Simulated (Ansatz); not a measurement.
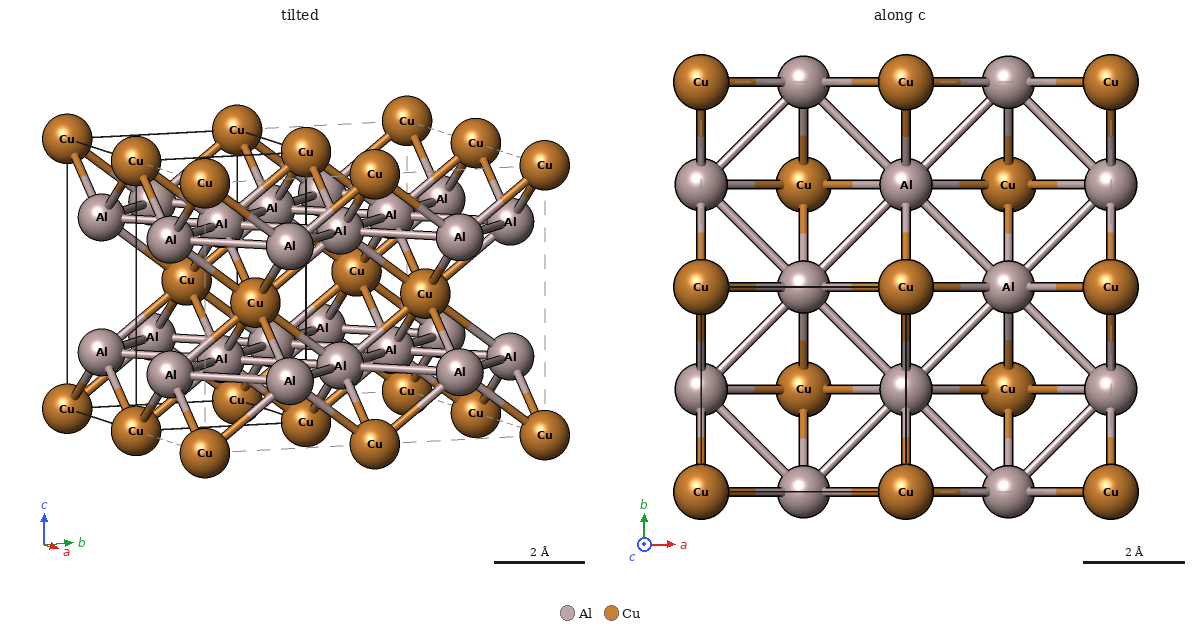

An orthographic ball-and-stick view of the structure, slightly off an axis and along the c axis. Solid lines give the conventional unit cell, repeated here 2×2×1 times.

Al2Cu, space group I4/mmm (No. 139), a = 4.09 Å, b = 4.09 Å, c = 6.07 Å, α = 90.00°, β = 90.00°, γ = 90.00°.

Calculation details: DFT PBE, scalar-relativistic, plane waves, PAW in Ansatz 0.2.0; wavefunction cutoff 420 eV, k-points about 0.14 Å⁻¹ apart, Gaussian smearing of 0.15 eV, no spin polarisation.

Metal or not?

Answer. A metal: bands cross the Fermi level.

What is the computed pressure?

Answer. The computed pressure is -4.1 GPa (stretched: it would shrink). The stress isn't hydrostatic: its largest component is 6.5 GPa.

Starting structure: a structure listed in the Materials Project. The cell was then strained or its atoms displaced on purpose. It was run through Ansatz as a DFT input.

At this level of theory the cell isn't at rest (stretched, at -4 GPa), so its distances can differ from those at equilibrium, the more so the softer the solid.
